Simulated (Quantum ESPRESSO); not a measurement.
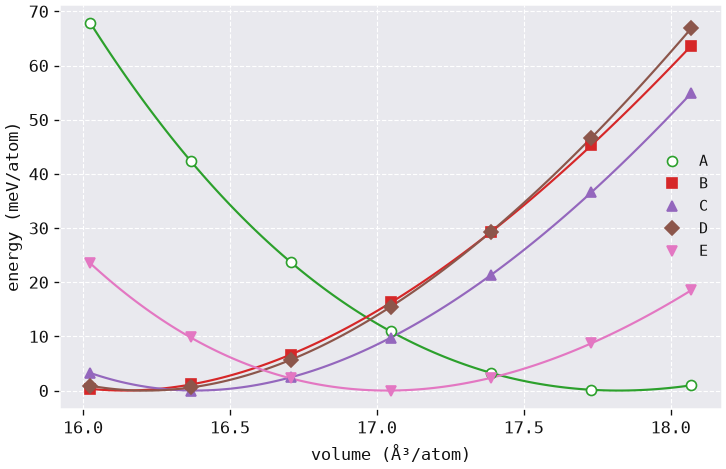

The figure shows the energy against volume, with one curve for each functional, for Ag (space group Fm-3m). The labels are replaced by letters. In alphabetical order the cases are: AM05 + D4; BP86 + D4; OLYP + D4; PBE + D3(BJ); PW86PBE + D4.

How it was computed, with Quantum ESPRESSO 7.5: plane-wave DFT, no spin polarisation; energies at scaled volumes of the given cell, shape and fractions fixed, counted from the fit's minimum, third-order Birch-Murnaghan fit. All runs: no spin polarisation.

| setting | value |
| --- | --- |
| k mesh | 11×11×11 |
| occupations | Fermi–Dirac |
| smearing width | 0.05 eV |
| potentials | PseudoDojo 0.4.1 SR PBE standard |
| wave cutoff | 1116 eV |
| density cutoff | 4463 eV |

**Which letter stands for which functional?**

A: PW86PBE + D4; B: OLYP + D4; C: BP86 + D4; D: AM05 + D4; E: PBE + D3(BJ).

Caveats: potentials made for another functional (PW86PBE + D4, OLYP + D4, BP86 + D4, AM05 + D4).
